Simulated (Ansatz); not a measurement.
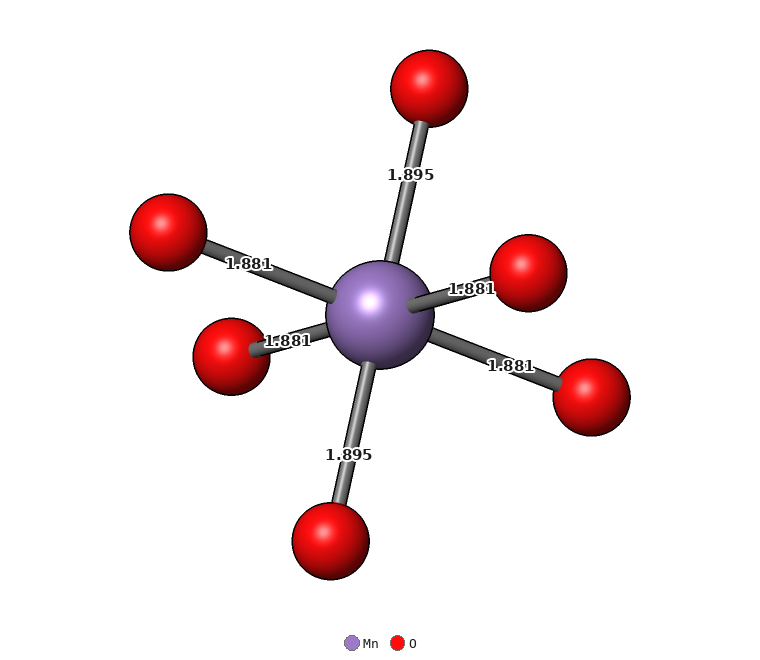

The surroundings of site Mn1 (at 0.000, 0.000, 0.000) in MnO2 in space group P4_2/mnm, with bond lengths in Å.

The cell is taken from the end point of a relaxation in a fixed cell with Ansatz, DFT PBE+U, scalar-relativistic, plane waves, PAW.

```xyz
6
Lattice="4.3983 0.0000 0.0000 0.0000 4.3983 0.0000 0.0000 0.0000 2.8730" Properties=species:S:1:pos:R:3 pbc="T T T"
Mn    0.0000    0.0000    0.0000
Mn    2.1991    2.1991    1.4365
O     1.3403    1.3403    0.0000
O     0.8588    3.5395    1.4365
O     3.0580    3.0580    0.0000
O     3.5395    0.8588    1.4365
```

Bond valence s = exp((R0 − d)/b), R0 fitted to published crystal structures with b = 0.37 Å; R0 in Å: Mn4+–O 1.757.

Q: Calculate the bond-valence sum of Mn1 from the bonds drawn.

A: 4 × 0.715 + 2 × 0.689 = 4.24 v.u., against a formal valence of 4: overbonded (bonds short for this ion) by 0.24.

Q: And over the whole structure?

A:
| site | x, y, z | formal valence | bond-valence sum | difference |
| --- | --- | --- | --- | --- |
| Mn1 | 0.000, 0.000, 0.000 | +4 | 4.37 | 0.37 |
| O1 | 0.305, 0.305, 0.000 | −2 | 2.18 | 0.18 |

These sums include all anions within 5 Å. The global instability index (root mean square of the differences over all atoms) is 0.26 v.u.: above 0.2, which by the usual rule of thumb marks a strained structure. Cells relaxed with PBE tend to have slightly long bonds, which lowers the sums.
